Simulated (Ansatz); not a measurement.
AlCo: geometry relaxation (part 2 of 2)

The same run, continued: AlCo (P6₃/mmc, 4 atoms in the cell); DFT, PBE, PAW with Ansatz's default frozen-core files, scalar-relativistic, no spin polarisation (Ansatz 0.2.0); cutoff 420 eV, 10×10×6 k-mesh, Fermi–Dirac smearing of 0.1 eV. The structure was built on a prototype by a generator; it need not be a known phase. It belongs to a series of runs on one base structure; here: NiAs relaxed under pressure, PAW files.

Geometry of the input (Å; fractional positions):
```
3.4479  0.0000  0.0000
-1.7239  2.9859  0.0000
0.0000  0.0000  5.3442
Co 0.0000  0.0000  0.0000
Co 0.0000  0.0000  0.5000
Al 0.3333  0.6667  0.2500
Al 0.6667  0.3333  0.7500
```

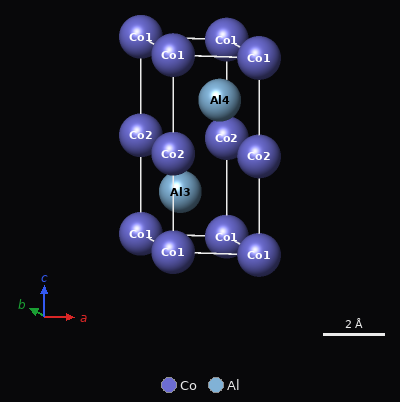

Figure 1. The geometry at step 11 of the log (spheres-only view of the cell of the calculation, seen slightly off an axis; atoms are numbered from 1 in the order of the input).

### Output, continued
```
  k-point 0: bands = ["-81.1802", "-81.1802", "-44.4688", "-44.4688", "-44.4688", "-44.4688", "-44.4065", "-44.4049", "2.6654", "4.4897", "6.4147", "10.1724", "11.7327", "12.0529", "12.0529", "12.0651", "12.0651", "12.2653", "12.7437", "12.7437", "12.8521", "12.8521", "17.2706", "23.7588"]
  k-point 1: bands = ["-81.1803", "-81.1802", "-44.4688", "-44.4688", "-44.4687", "-44.4687", "-44.4064", "-44.4050", "2.7372", "4.2283", "6.7826", "9.9630", "11.7350", "12.0537", "12.0537", "12.0642", "12.0642", "12.1242", "12.7508", "12.7508", "12.8446", "12.8446", "17.7192", "23.1395"]
  k-point 2: bands = ["-81.1802", "-81.1802", "-44.4687", "-44.4687", "-44.4687", "-44.4687", "-44.4061", "-44.4053", "2.9499", "3.7447", "7.5737", "9.3529", "11.7480", "11.9101", "12.0559", "12.0559", "12.0620", "12.0620", "12.7703", "12.7703", "12.8245", "12.8245", "18.8313", "21.7904"]
  k-point 55: bands = ["-81.1683", "-81.1683", "-44.5424", "-44.5424", "-44.5248", "-44.5248", "-44.3920", "-44.3920", "9.3197", "9.3197", "10.4867", "10.4867", "10.6653", "10.6653", "11.1229", "11.1229", "11.5407", "11.5407", "14.0150", "14.0150", "14.6147", "14.6147", "15.7068", "15.7068"]
--- Relaxed structure (18 steps of the walk, 18 accepted, 3 SCFs on fresh bases) ---
  F+E_penalty+E_count = -11328.61543931 eV   max|allowed force component| = 1.850e-17 eV/Å   (the final SCF, on the basis selected at the relaxed cell)
  cell:  # Å, volume = 48.9081 Å³
    - [2.72894676858847, -8.129353314849784e-34, 0.0]
    - [-1.364473384294235, 2.3633372271730684, 0.0]
    - [0.0, 0.0, 7.583334131125448]
  atoms:
    - { symbol: Co, position: [-4.550760330649895e-34, -1.0594645130314664e-34, 1.8769732554778707e-37] }
    - { symbol: Co, position: [-4.526420981446652e-34, -1.0544254428149086e-34, 0.49999999999999994] }
    - { symbol: Al, position: [0.3333333333333333, 0.6666666666666666, 0.24999999999999997] }
    - { symbol: Al, position: [0.6666666666666666, 0.3333333333333333, 0.75] }
```

### File rho_z.tsv
```
# z_ang	rho[e/angstrom^3]
# format = ansatz-planar-average/11
# lattice	2.728946769	-0.000000000	0.000000000
# lattice	-1.364473384	2.363337227	0.000000000
# lattice	0.000000000	0.000000000	7.583334131
# sites	4
# site	27	-0.000000000	-0.000000000	0.000000000
# site	27	-0.000000000	-0.000000000	3.791667066
# site	13	0.000000000	1.575558151	1.895833533
# site	13	1.364473384	0.787779076	5.687500598
0.000000	3.503781e0
0.140432	3.028398e0
0.280864	2.028599e0
0.421296	1.172328e0
0.561728	6.765108e-1
0.702161	4.375642e-1
0.842593	3.311872e-1
0.983025	2.854288e-1
1.123457	2.609030e-1
1.263889	2.418515e-1
1.404321	2.241585e-1
1.544753	2.092218e-1
1.685185	1.990471e-1
1.825617	1.940238e-1
1.966050	1.940238e-1
2.106482	1.990471e-1
2.246914	2.092218e-1
2.387346	2.241585e-1
2.527778	2.418515e-1
2.668210	2.609030e-1
2.808642	2.854288e-1
2.949074	3.311872e-1
3.089506	4.375642e-1
3.229939	6.765108e-1
3.370371	1.172328e0
3.510803	2.028599e0
3.651235	3.028398e0
3.791667	3.503781e0
3.932099	3.028398e0
4.072531	2.028599e0
4.212963	1.172328e0
4.353396	6.765108e-1
4.493828	4.375642e-1
4.634260	3.311872e-1
4.774692	2.854288e-1
4.915124	2.609030e-1
5.055556	2.418515e-1
5.195988	2.241585e-1
5.336420	2.092218e-1
5.476852	1.990471e-1
5.617285	1.940238e-1
5.757717	1.940238e-1
5.898149	1.990471e-1
6.038581	2.092218e-1
6.179013	2.241585e-1
6.319445	2.418515e-1
6.459877	2.609030e-1
6.600309	2.854288e-1
6.740741	3.311872e-1
6.881174	4.375642e-1
7.021606	6.765108e-1
7.162038	1.172328e0
7.302470	2.028599e0
7.442902	3.028398e0
```

### File v_z.tsv
```
# z_ang	v_es[eV]	v_tot[eV]
# format = ansatz-planar-average/11
# xc	pbe
# density_cutoff_ev	1680
# datasets	Co=:simpson_from_first_knot:soft	Al=:simpson_from_first_knot:soft
# lattice	2.728946769	-0.000000000	0.000000000
# lattice	-1.364473384	2.363337227	0.000000000
# lattice	0.000000000	0.000000000	7.583334131
# sites	4
# site	27	-0.000000000	-0.000000000	0.000000000
# site	27	-0.000000000	-0.000000000	3.791667066
# site	13	0.000000000	1.575558151	1.895833533
# site	13	1.364473384	0.787779076	5.687500598
0.000000	-2.982805e0	-1.784151e1
0.140432	-2.255103e0	-1.688086e1
0.280864	-2.308779e-1	-1.420760e1
0.421296	2.708577e0	-1.039699e1
0.561728	6.039604e0	-6.163137e0
0.702161	9.018472e0	-2.421139e0
0.842593	1.081644e1	-7.341385e-2
0.983025	1.093254e1	3.199752e-1
1.123457	9.716212e0	-7.510778e-1
1.263889	8.090518e0	-2.275128e0
1.404321	6.772082e0	-3.827133e0
1.544753	6.001740e0	-5.018210e0
1.685185	5.636948e0	-5.710417e0
1.825617	5.489596e0	-6.025468e0
1.966050	5.489596e0	-6.025468e0
2.106482	5.636948e0	-5.710417e0
2.246914	6.001740e0	-5.018210e0
2.387346	6.772082e0	-3.827133e0
2.527778	8.090518e0	-2.275128e0
2.668210	9.716212e0	-7.510778e-1
2.808642	1.093254e1	3.199752e-1
2.949074	1.081644e1	-7.341385e-2
3.089506	9.018472e0	-2.421139e0
3.229939	6.039604e0	-6.163137e0
3.370371	2.708577e0	-1.039699e1
3.510803	-2.308779e-1	-1.420760e1
3.651235	-2.255103e0	-1.688086e1
3.791667	-2.982805e0	-1.784151e1
3.932099	-2.255103e0	-1.688086e1
4.072531	-2.308779e-1	-1.420760e1
4.212963	2.708577e0	-1.039699e1
4.353396	6.039604e0	-6.163137e0
4.493828	9.018472e0	-2.421139e0
4.634260	1.081644e1	-7.341385e-2
4.774692	1.093254e1	3.199752e-1
4.915124	9.716212e0	-7.510778e-1
5.055556	8.090518e0	-2.275128e0
5.195988	6.772082e0	-3.827133e0
5.336420	6.001740e0	-5.018210e0
5.476852	5.636948e0	-5.710417e0
5.617285	5.489596e0	-6.025468e0
5.757717	5.489596e0	-6.025468e0
5.898149	5.636948e0	-5.710417e0
6.038581	6.001740e0	-5.018210e0
6.179013	6.772082e0	-3.827133e0
6.319445	8.090518e0	-2.275128e0
6.459877	9.716212e0	-7.510778e-1
6.600309	1.093254e1	3.199752e-1
6.740741	1.081644e1	-7.341385e-2
6.881174	9.018472e0	-2.421139e0
7.021606	6.039604e0	-6.163137e0
7.162038	2.708577e0	-1.039699e1
7.302470	-2.308779e-1	-1.420760e1
7.442902	-2.255103e0	-1.688086e1
```

### Trajectory as extended XYZ (Å, eV, eV/Å), 21 frames, from step=1 to step=21
```
4
Lattice="3.4479 0.0000 0.0000 -1.7239 2.9859 0.0000 0.0000 0.0000 5.3442" Properties=species:S:1:pos:R:3:forces:R:3 step=1 energy=-11327.39146 pressure_GPa=0.57
Co    0.0000    0.0000    0.0000    0.0000   0.0000   0.0000
Co    0.0000    0.0000    2.6721    0.0000   0.0000   0.0000
Al    0.0000    1.9906    1.3360    0.0000   0.0000   0.0000
Al    1.7239    0.9953    4.0081    0.0000   0.0000   0.0000
4
Lattice="3.4233 0.0000 0.0000 -1.7117 2.9647 0.0000 0.0000 0.0000 5.4275" Properties=species:S:1:pos:R:3:forces:R:3 step=2 energy=-11327.41296 pressure_GPa=-0.18
Co    0.0000    0.0000    0.0000    0.0000   0.0000   0.0000
Co    0.0000    0.0000    2.7137    0.0000   0.0000   0.0000
Al    0.0000    1.9764    1.3569    0.0000   0.0000   0.0000
Al    1.7117    0.9882    4.0706    0.0000   0.0000   0.0000
4
Lattice="3.3894 0.0000 0.0000 -1.6947 2.9353 0.0000 0.0000 0.0000 5.5221" Properties=species:S:1:pos:R:3:forces:R:3 step=3 energy=-11327.44115 pressure_GPa=-0.59
Co    0.0000    0.0000    0.0000    0.0000   0.0000   0.0000
Co    0.0000    0.0000    2.7611    0.0000   0.0000   0.0000
Al    0.0000    1.9569    1.3805    0.0000   0.0000   0.0000
Al    1.6947    0.9784    4.1416    0.0000   0.0000   0.0000
4
Lattice="3.3495 0.0000 0.0000 -1.6747 2.9007 0.0000 0.0000 0.0000 5.6259" Properties=species:S:1:pos:R:3:forces:R:3 step=4 energy=-11327.47279 pressure_GPa=-0.77
Co    0.0000    0.0000    0.0000    0.0000   0.0000   0.0000
Co    0.0000    0.0000    2.8130    0.0000   0.0000   0.0000
Al    0.0000    1.9338    1.4065    0.0000   0.0000   0.0000
Al    1.6747    0.9669    4.2194    0.0000   0.0000   0.0000
4
Lattice="3.2285 0.0000 0.0000 -1.6142 2.7959 0.0000 0.0000 0.0000 5.8833" Properties=species:S:1:pos:R:3:forces:R:3 step=5 energy=-11327.53283 pressure_GPa=0.81
Co    0.0000    0.0000    0.0000    0.0000   0.0000   0.0000
Co    0.0000    0.0000    2.9417    0.0000   0.0000   0.0000
Al    0.0000    1.8640    1.4708    0.0000   0.0000   0.0000
Al    1.6142    0.9320    4.4125    0.0000   0.0000   0.0000
4
Lattice="3.1415 0.0000 0.0000 -1.5708 2.7206 0.0000 0.0000 0.0000 6.1427" Properties=species:S:1:pos:R:3:forces:R:3 step=6 energy=-11327.60277 pressure_GPa=-0.06
Co    0.0000    0.0000    0.0000    0.0000   0.0000   0.0000
Co    0.0000    0.0000    3.0714    0.0000   0.0000   0.0000
Al    0.0000    1.8137    1.5357    0.0000   0.0000   0.0000
Al    1.5708    0.9069    4.6070    0.0000   0.0000   0.0000
4
Lattice="3.0357 0.0000 0.0000 -1.5178 2.6290 0.0000 0.0000 0.0000 6.4038" Properties=species:S:1:pos:R:3:forces:R:3 step=7 energy=-11327.75341 pressure_GPa=-0.26
Co    0.0000    0.0000    0.0000    0.0000   0.0000   0.0000
Co    0.0000    0.0000    3.2019    0.0000   0.0000   0.0000
Al    0.0000    1.7527    1.6010    0.0000   0.0000   0.0000
Al    1.5178    0.8763    4.8029    0.0000   0.0000   0.0000
4
Lattice="2.9273 0.0000 0.0000 -1.4636 2.5351 0.0000 0.0000 0.0000 6.6627" Properties=species:S:1:pos:R:3:forces:R:3 step=8 energy=-11327.86848 pressure_GPa=-1.04
Co    0.0000    0.0000    0.0000    0.0000   0.0000   0.0000
Co    0.0000    0.0000    3.3313    0.0000   0.0000   0.0000
Al    0.0000    1.6901    1.6657    0.0000   0.0000   0.0000
Al    1.4636    0.8450    4.9970    0.0000   0.0000   0.0000
4
Lattice="2.8582 0.0000 0.0000 -1.4291 2.4752 0.0000 0.0000 0.0000 6.7917" Properties=species:S:1:pos:R:3:forces:R:3 step=9 energy=-11327.87248 pressure_GPa=-0.11
Co    0.0000    0.0000    0.0000    0.0000   0.0000   0.0000
Co    0.0000    0.0000    3.3958    0.0000   0.0000   0.0000
Al    0.0000    1.6502    1.6979    0.0000   0.0000   0.0000
Al    1.4291    0.8251    5.0938    0.0000   0.0000   0.0000
4
Lattice="2.8889 0.0000 0.0000 -1.4444 2.5018 0.0000 0.0000 0.0000 6.7203" Properties=species:S:1:pos:R:3:forces:R:3 step=10 energy=-11327.87882 pressure_GPa=0.17
Co    0.0000    0.0000    0.0000    0.0000   0.0000   0.0000
Co    0.0000    0.0000    3.3601    0.0000   0.0000   0.0000
Al    0.0000    1.6679    1.6801    0.0000   0.0000   0.0000
Al    1.4444    0.8339    5.0402    0.0000   0.0000   0.0000
4
Lattice="2.8866 0.0000 0.0000 -1.4433 2.4999 0.0000 0.0000 0.0000 6.7280" Properties=species:S:1:pos:R:3:forces:R:3 step=11 energy=-11327.87892 pressure_GPa=0.03
Co    0.0000    0.0000    0.0000    0.0000   0.0000   0.0000
Co    0.0000    0.0000    3.3640    0.0000   0.0000   0.0000
Al    0.0000    1.6666    1.6820    0.0000   0.0000   0.0000
Al    1.4433    0.8333    5.0460    0.0000   0.0000   0.0000
4
Lattice="2.8866 0.0000 0.0000 -1.4433 2.4999 0.0000 0.0000 0.0000 6.7280" Properties=species:S:1:pos:R:3:forces:R:3 step=12 energy=-11328.17374 pressure_GPa=7.24
Co    0.0000    0.0000    0.0000    0.0000   0.0000   0.0000
Co    0.0000    0.0000    3.3640    0.0000   0.0000   0.0000
Al    0.0000    1.6666    1.6820    0.0000   0.0000   0.0000
Al    1.4433    0.8333    5.0460    0.0000   0.0000   0.0000
4
Lattice="2.8299 0.0000 0.0000 -1.4149 2.4508 0.0000 0.0000 0.0000 6.9952" Properties=species:S:1:pos:R:3:forces:R:3 step=13 energy=-11328.38825 pressure_GPa=5.06
Co    0.0000    0.0000    0.0000    0.0000   0.0000   0.0000
Co    0.0000    0.0000    3.4976    0.0000   0.0000   0.0000
Al    0.0000    1.6338    1.7488    0.0000   0.0000   0.0000
Al    1.4149    0.8169    5.2464    0.0000   0.0000   0.0000
4
Lattice="2.7832 0.0000 0.0000 -1.3916 2.4103 0.0000 0.0000 0.0000 7.2556" Properties=species:S:1:pos:R:3:forces:R:3 step=14 energy=-11328.53573 pressure_GPa=2.41
Co    0.0000    0.0000    0.0000    0.0000   0.0000   0.0000
Co    0.0000    0.0000    3.6278    0.0000   0.0000   0.0000
Al    0.0000    1.6069    1.8139    0.0000   0.0000   0.0000
Al    1.3916    0.8034    5.4417    0.0000   0.0000   0.0000
4
Lattice="2.7166 0.0000 0.0000 -1.3583 2.3527 0.0000 0.0000 0.0000 7.5172" Properties=species:S:1:pos:R:3:forces:R:3 step=15 energy=-11328.58906 pressure_GPa=2.43
Co    0.0000    0.0000    0.0000    0.0000   0.0000   0.0000
Co    0.0000    0.0000    3.7586    0.0000   0.0000   0.0000
Al    0.0000    1.5684    1.8793    0.0000   0.0000   0.0000
Al    1.3583    0.7842    5.6379    0.0000   0.0000   0.0000
4
Lattice="2.7348 0.0000 0.0000 -1.3674 2.3684 0.0000 0.0000 0.0000 7.5356" Properties=species:S:1:pos:R:3:forces:R:3 step=16 energy=-11328.59416 pressure_GPa=-0.19
Co    0.0000    0.0000    0.0000    0.0000   0.0000   0.0000
Co    0.0000    0.0000    3.7678    0.0000   0.0000   0.0000
Al    0.0000    1.5789    1.8839    0.0000   0.0000   0.0000
Al    1.3674    0.7895    5.6517    0.0000   0.0000   0.0000
4
Lattice="2.7350 0.0000 0.0000 -1.3675 2.3685 0.0000 0.0000 0.0000 7.5264" Properties=species:S:1:pos:R:3:forces:R:3 step=17 energy=-11328.59426 pressure_GPa=0.04
Co    0.0000    0.0000    0.0000    0.0000   0.0000   0.0000
Co    0.0000    0.0000    3.7632    0.0000   0.0000   0.0000
Al    0.0000    1.5790    1.8816    0.0000   0.0000   0.0000
Al    1.3675    0.7895    5.6448    0.0000   0.0000   0.0000
4
Lattice="2.7350 0.0000 0.0000 -1.3675 2.3685 0.0000 0.0000 0.0000 7.5264" Properties=species:S:1:pos:R:3:forces:R:3 step=18 energy=-11328.61314 pressure_GPa=0.78
Co    0.0000    0.0000    0.0000    0.0000   0.0000   0.0000
Co    0.0000    0.0000    3.7632    0.0000   0.0000   0.0000
Al    0.0000    1.5790    1.8816    0.0000   0.0000   0.0000
Al    1.3675    0.7895    5.6448    0.0000   0.0000   0.0000
4
Lattice="2.7303 0.0000 0.0000 -1.3651 2.3645 0.0000 0.0000 0.0000 7.5727" Properties=species:S:1:pos:R:3:forces:R:3 step=19 energy=-11328.61527 pressure_GPa=0.15
Co    0.0000    0.0000    0.0000    0.0000   0.0000   0.0000
Co    0.0000    0.0000    3.7863    0.0000   0.0000   0.0000
Al    0.0000    1.5763    1.8932    0.0000   0.0000   0.0000
Al    1.3651    0.7882    5.6795    0.0000   0.0000   0.0000
4
Lattice="2.7289 0.0000 0.0000 -1.3645 2.3633 0.0000 0.0000 0.0000 7.5833" Properties=species:S:1:pos:R:3:forces:R:3 step=20 energy=-11328.61534 pressure_GPa=0.03
Co    0.0000    0.0000    0.0000    0.0000   0.0000   0.0000
Co    0.0000    0.0000    3.7917    0.0000   0.0000   0.0000
Al    0.0000    1.5756    1.8958    0.0000   0.0000   0.0000
Al    1.3645    0.7878    5.6875    0.0000   0.0000   0.0000
4
Lattice="2.7289 0.0000 0.0000 -1.3645 2.3633 0.0000 0.0000 0.0000 7.5833" Properties=species:S:1:pos:R:3:forces:R:3 step=21 energy=-11328.61544 pressure_GPa=0.03
Co    0.0000    0.0000    0.0000    0.0000   0.0000   0.0000
Co    0.0000    0.0000    3.7917    0.0000   0.0000   0.0000
Al    0.0000    1.5756    1.8958    0.0000   0.0000   0.0000
Al    1.3645    0.7878    5.6875    0.0000   0.0000   0.0000
```

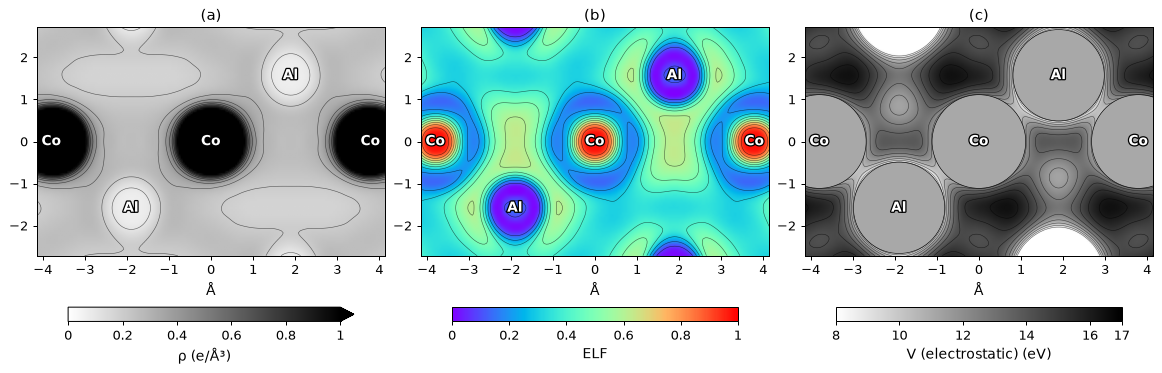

Figure 2. (a) valence charge density (pseudo); (b) ELF; (c) electrostatic potential (local pseudopotential plus Hartree) felt by an electron on the (110) plane of the conventional cell. Grey discs, where drawn, cover atomic cores. Atoms in the plane: Co and Al. Al–Co (2.47 Å): ρ at the midpoint is about 0.33 e/Å³; the ELF is about 0.40 at the midpoint, which marks metallic bonding. Away from the nuclei the density in this plane falls to 0.17 e/Å³ at its lowest. The strong features right at Co lie inside the PAW spheres (semicore, d or f shells) and say nothing about bonding. Outside the cores the potential energy rises away from the atoms and is highest about 1.7 Å from the nearest atoms; outside the discs it spans about 8 eV, and its zero is arbitrary. Core electrons are frozen (PAW), so the fields are smoothed inside the atomic spheres.

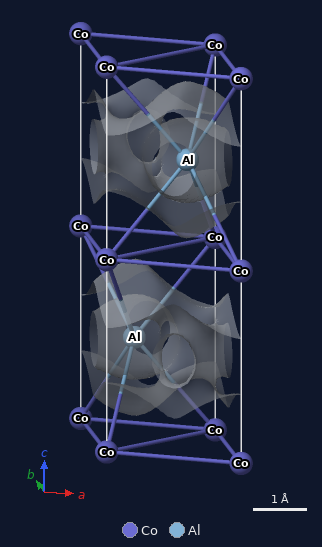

Figure 3. Isosurface of the electron localisation function at 0.45 (grey), seen slightly off an axis. Core shells and regions of very low density are left out. Sticks mark near contacts. The outline is the cell set on symmetry axes. Profiles from the grid: Al–Co (2.47 Å): the ELF is about 0.40 at the midpoint, which marks nearly free electrons, as in a simple metal. Co–Co (2.73 Å): the ELF is about 0.35 at the midpoint, as expected for metallic bonding.

### Summary

```csv
quantity,value
outcome,converged
space group (tolerance 0.01 Å),P6₃/mmc (194)
electrons treated,40
free energy,−11328.6154 eV
Fermi energy,13.376 eV
pressure,0.03 GPa
final volume,48.91 Å³
largest force (length of the vector) at the end,under 0.001 eV/Å
final cell,"a = 2.729 Å, b = 2.729 Å, c = 7.583 Å, α = 90.00°, β = 90.00°, γ = 120.00°"
wall time,98 s
peak memory,0.37 GiB
```

The run has no spin polarisation, so a magnetic state may lie lower.
